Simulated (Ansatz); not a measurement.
# Si2N: one candidate of a structure search, part 3 of 3

Aim: relax a trial structure of Si2N and see where it ends.

Ansatz 0.2.0; DFT PBE, scalar-relativistic, plane waves, PAW.

### 5 Spin check on a coarse mesh

Input file input.yaml:

```yaml
crystal:
  lattice:
    - [2.1793061622, -3.6646867547, 0.0]
    - [2.1793061622, 3.6646867547, 0.0]
    - [0.0, 0.0, 2.6274314763]
  atoms:
    - { symbol: Si, position: [0.3187933502, 0.6812066498, 0.5] }
    - { symbol: Si, position: [0.6812066498, 0.3187933502, 0.5] }
    - { symbol: "N", position: [0.5, 0.5, 0.0], spin: 1.0 }
basis:
  ecutwfc: 420
kpoints:
  mp_grid: { grid: [4, 4, 6] }
hamiltonian:
  xc: pbe
scf:
  occupations: { method: gaussian, width: 0.1 }
  lower_state_search: "off"
output:
  forces: true
  stress: true
  eigenvalues: true
  populations: true
magnetization:
  spin_polarized: true
```

Command:

```sh
> ansatz run input.yaml --threads 1 --pin off --max-ram 2560MiB --backend cpu --events-out ev --progress --plain --runs-dir out
```

Standard output, cut to the lines that bear on the results:

```text
[...]
SCF converged after 14 iterations
Magnetization: -0.0000 μB (6.5000 up, 6.5000 down)
Absolute magnetization: 0.0000 μB (∫|ρ↑−ρ↓|, with the PAW one-centre terms)
Spin contamination: 0.0000 ħ² per cell (⟨S²⟩ above its minimum at these occupations)
[...]
       -0.000000       0.000000       1.608437
  P = ⅓ Tr σ = 0.5672 GPa (5.672 kbar)
--- Band table (eV; the first three rows and the last of 56) ---
  k-point 0 ↑: bands = ["-10.3934", "-1.0158", "-0.4587", "3.3394", "4.2069", "4.4690", "7.6274", "12.0627", "14.1370", "15.4413", "16.5149"]
[...]
--- Löwdin populations: 3 sites ---
  site symbol       q [e]    m [muB]
     0     Si      3.4048    -0.0000
     1     Si      3.4048    -0.0000
     2      N      5.9383     0.0000
  spilling = 0.019387 (of n_electrons = 13.000000)
```

It took 4.1 s on 1 thread of Arm Neoverse V1, shared host; peak memory 0.28 GiB.

By site:

```csv
atom,Löwdin electrons
Si1,3.40
Si2,3.40
N3,5.94
```

The Löwdin counts miss 0.25 of the 13 electrons, which the atomic orbitals do not span, so they are no charges.

The same cell is solved with trial moments on N. The largest site moment that stays is 0.00 μB and the cell's total 0.00 μB. The workflow keeps spin only above 0.25 μB on a site, so the next run goes without spin.

### 6 Full relaxation

The end of the coarse run is made exact in the group found at a tolerance of 0.06 Å and reduced to its primitive cell.

Input file input.yaml:

```yaml
crystal:
  lattice:
    - [2.1793061622, -3.6646867547, 0.0]
    - [2.1793061622, 3.6646867547, 0.0]
    - [0.0, 0.0, 2.6274314763]
  atoms:
    - { symbol: Si, position: [0.3187933502, 0.6812066498, 0.5] }
    - { symbol: Si, position: [0.6812066498, 0.3187933502, 0.5] }
    - { symbol: "N", position: [0.5, 0.5, 0.0] }
basis:
  ecutwfc: 420
kpoints:
  mp_grid: { grid: [12, 12, 18] }
hamiltonian:
  xc: pbe
scf:
  occupations: { method: gaussian, width: 0.1 }
output:
  forces: true
  stress: true
  eigenvalues: true
relax:
  adjacent_minimum: "off"
  f_tol: 0.01
  max_steps: 80
  cell: { stress_tol: 0.05 }
```

Command:

```sh
> ansatz run input.yaml --threads 1 --pin off --max-ram 2560MiB --backend cpu --events-out ev --progress --plain --runs-dir out
```

Standard output:

```text
Warning: RAYON_NUM_THREADS=1 ignored (pool sized by the plan → 1); use --threads N
Engine: ansatz 0.2.0, aarch64-unknown-linux-gnu
Pseudopotentials: kind: paw
Pseudopotential: Si, paw, valence charge 4, recommended cutoff 420 eV (normal), Si.paw.azcp
Pseudopotential: N, paw, valence charge 5, recommended cutoff 420 eV (normal), N.paw.azcp
Functional definition: PBE
  parameter kappa = 0.804
  parameter beta = 0.06672455060314922
  exchange = pbe_x(kappa = kappa, mu = beta*pi^2/3)
  correlation = pbe_c(beta = beta)
Crystal: 3 atoms, lattice volume = 41.968 Å³
Basis set: ecut = 420 eV, 819 PW (Γ), exchange–correlation on 60×60×36 points (8 copies of the dense FFT grid, shifted against one another)
Bands: 11, of which v1, the nominal top of the filled ones, is band 7 counted from 1 (6 counted from 0)
Symmetry: 8 space group operations
Space group: Cmmm (ITA 65), of the structure as read, at distance tolerance 3.5e-5 Å
k-points: 430 of 2592
Non-local potential: Si, projectors of the file, l = 0: 2, l = 1: 2, l = 2: 2
Non-local potential: N, projectors of the file, l = 0: 2, l = 1: 2, l = 2: 1
PAW form: soft (Blöchl's): semilocal exchange-correlation on the pseudo side does not see the compensation charge
PAW one-centre angular grid: Si, 110 points (default); XC on 64 Gauss nodes
PAW one-centre angular grid: N, 110 points (default); XC on 64 Gauss nodes
Initial density: superposition of atomic densities (neutral atoms: chi_scale 0, normalization atom), corrected by the library's trained network
Initial wavefunctions: pseudopotential atomic-orbital guess
Functional: x = pbe(κ = 0.804, μ = 0.2195149727645171), c = pbe(β = 0.06672455060314922)
SCF iter   1: F=—  HF=-1655.334185 eV  |F-HF|=—  |Δ(HF+E_count)|=         —  Δρ=6.06e-3  dr2=9.67e-3  ethr=1.77e-3  ⟨swp⟩=5.6  Hψ=34687  notcnv=0
preconditioner: auto → none  [metal: Δε(μ)=0.005 eV  Ē_g=11.942 eV  σ=0.100 eV  W_gap=0.03  n_scr=6 (ndim 8)  ℏωp=20.7 eV  f_vac=0.002  D(μ)=0.59/eV (n_scr^D=0)  sad-step TF]
SCF iter   2: F=—  HF=-1655.332939 eV  |F-HF|=—  |Δ(HF+E_count)|=   1.25e-3  Δρ=3.16e-3  dr2=2.88e-3  ethr=7.44e-5  ⟨swp⟩=1.1  Hψ=8288  notcnv=0
SCF iter   3: F=—  HF=-1655.332482 eV  |F-HF|=—  |Δ(HF+E_count)|=   4.57e-4  Δρ=3.81e-4  dr2=5.92e-5  ethr=2.22e-5  ⟨swp⟩=2.1  Hψ=7083  notcnv=0
SCF iter   4: F=—  HF=-1655.332456 eV  |F-HF|=—  |Δ(HF+E_count)|=   2.68e-5  Δρ=6.56e-5  dr2=1.16e-6  ethr=4.55e-7  ⟨swp⟩=2.5  Hψ=7141  notcnv=0
iter 5 did not close the SCF: its close was put off for the readings that it lacked (scf_convergence_deferred on its scf_iter line)
SCF iter   5: F=-1655.332456 eV  HF=-1655.332456 eV  |F-HF|=4.85e-8  |Δ(HF+E_count)|=   5.94e-7  Δρ=1.71e-5  dr2=9.09e-8  ethr=8.94e-9  ⟨swp⟩=2.1  Hψ=7340  notcnv=0
SCF iter   6: F=-1655.332456 eV  HF=-1655.332456 eV  |F-HF|=4.97e-9  |Δ(HF+E_count)|=   2.76e-8  Δρ=5.53e-6  dr2=8.94e-9  ethr=6.99e-10  ⟨swp⟩=3.7  Hψ=20182  notcnv=0
SCF 1 converged in 6 iterations: F = -1655.332456 eV  dr2 = 8.94e-9
relax step   1: F+E_penalty+E_count = -1655.33245613 eV  Δ(F+E_penalty+E_count) = +0.000e0 eV  max|allowed force component| = 2.441e-2 eV/Å  Δτ_max = 0.0000 Å  P = -0.233 GPa  Ω = 41.968 Å³  (6 SCF iters, dr2 threshold 1.00e-7 eV, accepted)
Crystal: 3 atoms, lattice volume = 41.989 Å³
Basis set: ecut = 420 eV, 807 PW (Γ), exchange–correlation on 60×60×36 points (8 copies of the dense FFT grid, shifted against one another)
Initial density: handed on by an earlier stage of this run
Initial wavefunctions: those handed on with the density
iter 1 solved again at ethr=4.85e-6 eV; its pass at ethr=3.10e-3 eV (dr2=6.31e-4 eV) is discarded
SCF iter   1: F=—  HF=-1655.336029 eV  |F-HF|=—  |Δ(HF+E_count)|=         —  Δρ=1.20e-3  dr2=6.14e-4  ethr=4.85e-6  ⟨swp⟩=2.0  Hψ=38044  notcnv=0
preconditioner: auto → none  [metal: Δε(μ)=0.007 eV  Ē_g=11.937 eV  σ=0.100 eV  W_gap=0.04  n_scr=6 (ndim 8)  ℏωp=20.7 eV  f_vac=0.000  D(μ)=0.48/eV (n_scr^D=0)]
SCF iter   2: F=—  HF=-1655.335931 eV  |F-HF|=—  |Δ(HF+E_count)|=   9.70e-5  Δρ=5.49e-4  dr2=9.80e-5  ethr=4.72e-6  ⟨swp⟩=1.0  Hψ=4739  notcnv=0
SCF iter   3: F=—  HF=-1655.335916 eV  |F-HF|=—  |Δ(HF+E_count)|=   1.58e-5  Δρ=7.40e-5  dr2=1.21e-6  ethr=7.54e-7  ⟨swp⟩=1.9  Hψ=6667  notcnv=0
iter 4 did not close the SCF: its close was put off for the readings that it lacked (scf_convergence_deferred on its scf_iter line)
SCF iter   4: F=-1655.335916 eV  HF=-1655.335916 eV  |F-HF|=2.28e-9  |Δ(HF+E_count)|=   4.87e-7  Δρ=5.89e-6  dr2=1.07e-8  ethr=9.31e-9  ⟨swp⟩=2.5  Hψ=7552  notcnv=0
iter 5 did not close the SCF: its close was put off for the readings that it lacked (scf_convergence_deferred on its scf_iter line)
SCF iter   5: F=-1655.335916 eV  HF=-1655.335916 eV  |F-HF|=1.94e-10  |Δ(HF+E_count)|=  3.43e-10  Δρ=1.27e-6  dr2=2.72e-10  ethr=8.21e-11  ⟨swp⟩=2.3  Hψ=7563  notcnv=0
SCF iter   6: F=-1655.335916 eV  HF=-1655.335916 eV  |F-HF|=6.59e-12  |Δ(HF+E_count)|=  2.38e-10  Δρ=1.99e-7  dr2=1.19e-11  ethr=2.10e-12  ⟨swp⟩=1.0  Hψ=14313  notcnv=0
the search or the solves at the SCF's close seem to have found levels that the self-consistency loop had missed (the run counts 1). By its estimate they hold under 1e-12 electrons; where the run keeps them, the occupations were computed again with them
SCF 2 converged in 6 iterations: F = -1655.335916 eV  dr2 = 1.19e-11
relax step   2: F+E_penalty+E_count = -1655.33591614 eV  Δ(F+E_penalty+E_count) = -3.460e-3 eV  max|allowed force component| = 3.426e-2 eV/Å  Δτ_max = 0.0115 Å  P = -0.288 GPa  Ω = 41.989 Å³  energy of the carried Pulay correction = -3.146e-5 eV  (6 SCF iters, dr2 threshold 3.00e-7 eV, accepted)
Crystal: 3 atoms, lattice volume = 41.846 Å³
Basis set: ecut = 420 eV, 795 PW (Γ), exchange–correlation on 60×60×36 points (8 copies of the dense FFT grid, shifted against one another)
iter 1 solved again at ethr=9.39e-7 eV; its pass at ethr=3.10e-3 eV (dr2=1.22e-4 eV) is discarded
SCF iter   1: F=—  HF=-1655.336772 eV  |F-HF|=—  |Δ(HF+E_count)|=         —  Δρ=5.51e-4  dr2=1.29e-4  ethr=9.39e-7  ⟨swp⟩=2.3  Hψ=36657  notcnv=0
preconditioner: auto → none  [metal: Δε(μ)=0.040 eV  Ē_g=11.956 eV  σ=0.100 eV  W_gap=0.22  n_scr=6 (ndim 8)  ℏωp=20.7 eV  f_vac=0.000  D(μ)=0.39/eV (n_scr^D=0)]
SCF iter   2: F=—  HF=-1655.336740 eV  |F-HF|=—  |Δ(HF+E_count)|=   3.29e-5  Δρ=2.52e-4  dr2=2.23e-5  ethr=9.39e-7  ⟨swp⟩=1.1  Hψ=4908  notcnv=0
iter 3 did not close the SCF: its close was put off for the readings that it lacked (scf_convergence_deferred on its scf_iter line)
SCF iter   3: F=-1655.336739 eV  HF=-1655.336739 eV  |F-HF|=6.55e-8  |Δ(HF+E_count)|=   2.14e-7  Δρ=2.82e-5  dr2=2.65e-7  ethr=1.72e-7  ⟨swp⟩=1.8  Hψ=6056  notcnv=0
iter 4 did not close the SCF: its close was put off for the readings that it lacked (scf_convergence_deferred on its scf_iter line)
SCF iter   4: F=-1655.336739 eV  HF=-1655.336739 eV  |F-HF|=4.86e-10  |Δ(HF+E_count)|=   8.34e-8  Δρ=3.71e-6  dr2=3.46e-9  ethr=2.04e-9  ⟨swp⟩=2.4  Hψ=7015  notcnv=0
iter 5 did not close the SCF: its close was put off for the readings that it lacked (scf_convergence_deferred on its scf_iter line)
SCF iter   5: F=-1655.336739 eV  HF=-1655.336739 eV  |F-HF|=8.41e-11  |Δ(HF+E_count)|=   1.37e-9  Δρ=6.65e-7  dr2=1.13e-10  ethr=2.66e-11  ⟨swp⟩=2.4  Hψ=7515  notcnv=0
SCF iter   6: F=-1655.336739 eV  HF=-1655.336739 eV  |F-HF|=2.05e-12  |Δ(HF+E_count)|=  1.18e-10  Δρ=9.61e-8  dr2=4.88e-12  ethr=1.00e-12  ⟨swp⟩=1.0  Hψ=13660  notcnv=0
the search or the solves at the SCF's close seem to have found levels that the self-consistency loop had missed (the run counts 1). By its estimate they hold under 1e-12 electrons; where the run keeps them, the occupations were computed again with them
SCF 3 converged in 6 iterations: F = -1655.336739 eV  dr2 = 4.88e-12
relax step   3: F+E_penalty+E_count = -1655.33673944 eV  Δ(F+E_penalty+E_count) = -8.233e-4 eV  max|allowed force component| = 6.338e-3 eV/Å  Δτ_max = 0.0031 Å  P = -0.037 GPa  Ω = 41.846 Å³  energy of the carried Pulay correction = +1.795e-4 eV  (6 SCF iters, dr2 threshold 3.00e-7 eV, accepted)
[... 13 lines left out ...]
relax step   4: F+E_penalty+E_count = -1655.33683506 eV  Δ(F+E_penalty+E_count) = -9.561e-5 eV  max|allowed force component| = 6.166e-3 eV/Å  Δτ_max = 0.0001 Å  P = +0.005 GPa  Ω = 41.809 Å³  energy of the carried Pulay correction = +2.333e-4 eV  (6 SCF iters, dr2 threshold 1.10e-7 eV, accepted)
[... 12 lines left out ...]
relax step   5: F+E_penalty+E_count = -1655.33661088 eV  Δ(F+E_penalty+E_count) = +2.242e-4 eV  max|allowed force component| = 6.078e-3 eV/Å  Δτ_max = 0.0000 Å  P = -0.003 GPa  Ω = 41.809 Å³  stress off target by 6.77e-2 GPa  SCF on the basis re-selected at this cell (its energy is not comparable with the rows above)  (6 SCF iters)
[... 14 lines left out ...]
relax step   6: F+E_penalty+E_count = -1655.33660439 eV  Δ(F+E_penalty+E_count) = +6.490e-6 eV  max|allowed force component| = 1.063e-2 eV/Å  Δτ_max = 0.0002 Å  P = -0.035 GPa  Ω = 41.815 Å³  energy of the carried Pulay correction = -6.379e-6 eV  (6 SCF iters, dr2 threshold 1.15e-8 eV, rejected (line search))
[... 12 lines left out ...]
relax step   7: F+E_penalty+E_count = -1655.33661695 eV  Δ(F+E_penalty+E_count) = -6.067e-6 eV  max|allowed force component| = 2.020e-5 eV/Å  Δτ_max = 0.0001 Å  P = -0.002 GPa  Ω = 41.808 Å³  energy of the carried Pulay correction = +2.851e-6 eV  (6 SCF iters, accepted)
iter 1 solved again at ethr=2.49e-7 eV; its pass at ethr=3.10e-3 eV (dr2=3.23e-5 eV) is discarded
SCF iter   1: F=—  HF=-1655.336632 eV  |F-HF|=—  |Δ(HF+E_count)|=         —  Δρ=1.80e-6  dr2=4.75e-10  ethr=2.49e-7  ⟨swp⟩=3.0  Hψ=48313  notcnv=0
eigensolver tolerance schedule: the retry pair's looser diagonalisation over-reported the residual by 68070.61 of it (diagonalisation noise at an unbounded share of the residual, at the tolerance the schedule requests for it); recorded, not acted on — ethr = c·dr2/N_el stays at c = 1.0e-1
preconditioner: auto → none  [metal: Δε(μ)=0.041 eV  Ē_g=11.959 eV  σ=0.100 eV  W_gap=0.22  n_scr=6 (ndim 8)  ℏωp=20.7 eV  f_vac=0.000  D(μ)=0.38/eV (n_scr^D=0)]
SCF iter   2: F=—  HF=-1655.336616 eV  |F-HF|=—  |Δ(HF+E_count)|=   1.64e-5  Δρ=9.46e-7  dr2=1.51e-10  ethr=3.65e-12  ⟨swp⟩=4.0  Hψ=11898  notcnv=0
SCF iter   3: F=—  HF=-1655.336616 eV  |F-HF|=—  |Δ(HF+E_count)|=  4.32e-11  Δρ=6.37e-7  dr2=6.01e-11  ethr=1.16e-12  ⟨swp⟩=1.0  Hψ=4730  notcnv=0
iter 4 did not close the SCF: its close was put off for the readings that it lacked (scf_convergence_deferred on its scf_iter line)
SCF iter   4: F=-1655.336616 eV  HF=-1655.336616 eV  |F-HF|=9.09e-13  |Δ(HF+E_count)|=  5.14e-11  Δρ=7.11e-8  dr2=4.18e-13  ethr=1.00e-12  ⟨swp⟩=1.6  Hψ=5992  notcnv=0
iter 5 did not close the SCF: its close was put off for the readings that it lacked (scf_convergence_deferred on its scf_iter line)
SCF iter   5: F=-1655.336616 eV  HF=-1655.336616 eV  |F-HF|=4.55e-13  |Δ(HF+E_count)|=  1.36e-12  Δρ=6.56e-9  dr2=6.95e-15  ethr=1.00e-12  ⟨swp⟩=1.0  Hψ=4730  notcnv=0
iter 6 did not close the SCF: its close was put off for the readings that it lacked (scf_convergence_deferred on its scf_iter line)
SCF iter   6: F=-1655.336616 eV  HF=-1655.336616 eV  |F-HF|=2.27e-13  |Δ(HF+E_count)|=  4.55e-13  Δρ=8.55e-10  dr2=1.30e-16  ethr=1.00e-12  ⟨swp⟩=1.0  Hψ=4730  notcnv=0
iter 7 did not close the SCF: its close was put off for the readings that it lacked (scf_convergence_deferred on its scf_iter line)
SCF iter   7: F=-1655.336616 eV  HF=-1655.336616 eV  |F-HF|=2.27e-13  |Δ(HF+E_count)|=    0.00e0  Δρ=3.79e-10  dr2=2.60e-17  ethr=1.00e-12  ⟨swp⟩=1.0  Hψ=4730  notcnv=0
SCF iter   8: F=-1655.336616 eV  HF=-1655.336616 eV  |F-HF|=2.27e-13  |Δ(HF+E_count)|=  2.27e-13  Δρ=3.36e-10  dr2=1.87e-17  ethr=1.00e-12  ⟨swp⟩=2.0  Hψ=13081  notcnv=0
SCF 8 converged in 8 iterations: F = -1655.336616 eV  dr2 = 1.87e-17
relax step   8: F+E_penalty+E_count = -1655.33661580 eV  Δ(F+E_penalty+E_count) = +1.151e-6 eV  max|allowed force component| = 2.113e-5 eV/Å  Δτ_max = 0.0000 Å  P = -0.002 GPa  Ω = 41.808 Å³  stress off target by 1.46e-2 GPa  SCF on the basis re-selected at this cell (its energy is not comparable with the rows above)  (8 SCF iters)
basis re-selected at this cell: Δ(F+E_penalty+E_count) = +1.151e-6 eV, ΔP = -0.000 GPa vs the last step (what re-selecting the basis moved, of the pressure what is left beyond the Pulay correction that the steps carried, after the strain that the cell walked since its last selection, with what the two solves' SCF thresholds leave and, on support functions, any second-order correction that the steps lacked; it is no measure of the basis error at this ecutwfc). This SCF's stress stands 1.46e-2 GPa from its target on what of the cell is left free (relax.cell.stress_tol is 5.00e-2 GPa) and its largest allowed force component is 2.11e-5 eV/Å (relax.f_tol is 1.00e-2 eV/Å): within both
SCF converged after 8 iterations
Free energy (F): -1655.336616 eV
Harris-Foulkes:  -1655.336616 eV  (|F-HF|=2.27e-13)
Internal energy: -1655.334696 eV  (E = F + TS)
E sigma→0 (E₀):  -1655.335656 eV
Entropy (-TS):   -0.001920 eV (-0.640 meV/atom)
Fermi energy:    8.802083 eV
--- Per-component energies (eV) ---
  E_band       = 10.700130
  E_kinetic    = 218.196748
  E_local      = -361.565506  (includes V_loc(G=0)·N_el)
  E_nonlocal   = 95.041064
  E_hartree    = 127.640131
  E_xc         = -172.276651
  E_vxc        = -172.413595  (∫ρ·V_xc dr)
  E_paw        = -1152.484180  (= ΣΔE_a)
  E_vpaw       = -23.838958  (= ΣTr[D̂ρ^β])
  E_aug_tail   = 0.000113  (compensation charges beyond the density's cutoff)
  E_ewald      = -409.886417
  E_smearing   = -0.001920  (= −TS)
  E_closure    = 0.000000  (closes the sum)
  Σ components = -1655.336616   (vs F -1655.336616, Δ=0.00e0)
--- Forces (eV/Å), atoms counted from 1 ---
  atom   1  Si     0.00000000     0.00002113     0.00000000
  atom   2  Si     0.00000000    -0.00002113     0.00000000
  atom   3  N     -0.00000000     0.00000000     0.00000000
  max |Σ_I F_I| component: 3.39e-21 eV/Å
--- Stress (GPa, compression-positive) ---
       -0.005447      -0.000000      -0.000000
       -0.000000       0.014548       0.000000
       -0.000000       0.000000      -0.014556
  P = ⅓ Tr σ = -0.0018 GPa (-0.018 kbar)
--- Band table (eV; the first three rows and the last of 430) ---
  k-point 0: bands = ["-10.3947", "-1.0458", "-0.5311", "3.3561", "4.3113", "4.5257", "7.7636", "12.0636", "14.3205", "15.2431", "16.5199"]
  k-point 1: bands = ["-10.3452", "-0.9997", "-0.4888", "3.4031", "4.2309", "4.3664", "7.8223", "12.1963", "14.4830", "15.0373", "16.4116"]
  k-point 2: bands = ["-10.1974", "-0.8636", "-0.3723", "3.4867", "3.5424", "4.5308", "7.9980", "12.3803", "14.4262", "14.5041", "15.8464"]
  k-point 429: bands = ["-7.6193", "-2.4449", "-0.3383", "1.2494", "5.0881", "6.4677", "9.2086", "10.4820", "10.8794", "14.6394", "15.0743"]
--- Relaxed structure (6 steps of the walk, 5 accepted, 2 SCFs on fresh bases) ---
  F+E_penalty+E_count = -1655.33661580 eV   max|allowed force component| = 2.113e-5 eV/Å   (the final SCF, on the basis selected at the relaxed cell)
  cell:  # Å, volume = 41.8081 Å³
    - [2.1478793893011843, -3.7146916365477627, 2.0878112552767866e-18]
    - [2.1478793893011843, 3.7146916365477627, 2.087811255276796e-18]
    - [2.5171226988822832e-18, 3.349095668720832e-33, 2.6199760070706275]
  atoms:
    - { symbol: Si, position: [0.3207857220373159, 0.679214277962684, 0.49999999999999994] }
    - { symbol: Si, position: [0.679214277962684, 0.3207857220373159, 0.49999999999999994] }
    - { symbol: N, position: [0.49999999999999994, 0.49999999999999994, -9.62964972193618e-35] }
```

It took 1.9 min on 1 thread of Arm Neoverse V1, shared host; peak memory 0.48 GiB.

Relaxation path:

```csv
step,energy from step 1 (eV/cell),largest force component (eV/Å),pressure (GPa),volume (Å³)
1,0.0000,0.0244,-0.23,41.97
2,-0.0035,0.0343,-0.29,41.99
3,-0.0043,0.0063,-0.04,41.85
4,-0.0044,0.0062,0.00,41.81
5,-0.0042,0.0061,0.00,41.81
6,-0.0041,0.0106,-0.03,41.81
7,-0.0042,0.0000,0.00,41.81
8,-0.0042,0.0000,0.00,41.81
```

Step 1 is the start. Steps 5, 8 each repeat the geometry before them on a plane-wave basis chosen anew, so the energy can jump there without any move. Step 6 was tried and not accepted.

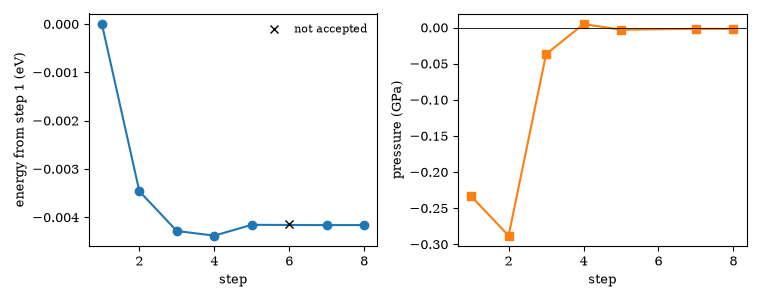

Energy and pressure along the relaxation.

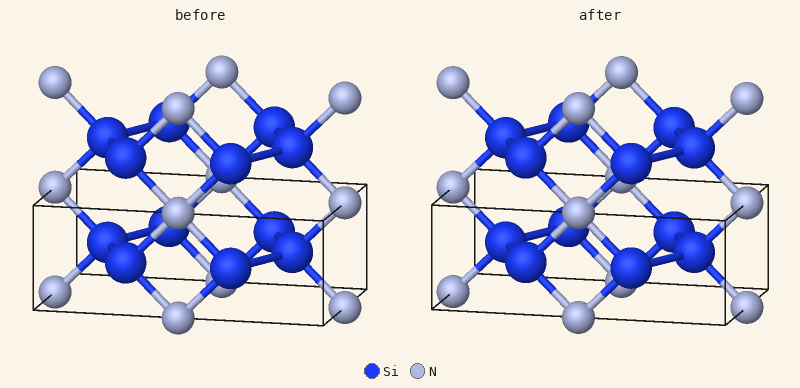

Before and after, at one scale. The change is too small to see at this scale.

Lengths and angles in the start's conventional setting:

|  | before | after | change |
| --- | --- | --- | --- |
| a (Å) | 4.359 | 4.296 | -1.4 % |
| b (Å) | 7.329 | 7.429 | +1.4 % |
| c (Å) | 2.627 | 2.620 | -0.3 % |
| volume (Å³/atom) | 13.99 | 13.94 | -0.4 % |
| shortest distance (Å) | 1.868 | 1.868 | 0.0 % |
| space group (0.01 Å) | Cmmm | Cmmm | same |

The run keeps the 8 symmetry operations of the start, so it could not have lowered the symmetry.

### 7 Summary of results

What follows sums up all 3 parts. Changes of volume or cell count from the first structure of part 1.

| quantity | value |
| --- | --- |
| symmetry at the end (tolerance 0.05 Å) | space group Cmmm (No. 65) |
| conventional cell | a = 4.296 Å, b = 7.429 Å, c = 2.620 Å, α = 90.00°, β = 90.00°, γ = 90.00° |
| volume | 13.94 Å³/atom |
| energy over the elements (uncorrected; H, N, O, F and Cl as molecules) | +0.10 eV/atom |
| gap on the mesh | none (metal) |

What this shows: The space group Cmmm (No. 65) is kept, and the volume per atom grows by 15.2 % from the first guess. The formation energy is positive, so the separate elements lie lower. No finished test with a distortion of lower symmetry is shown, so the end may be a saddle point. A spin-polarised run here lost its starting moments, which speaks against magnetism, though one start doesn't rule it out. Where forces pass 15 eV/Å atoms stand far too close, the PAW spheres overlap strongly and those numbers are rough. Other magnetic orders were not searched.
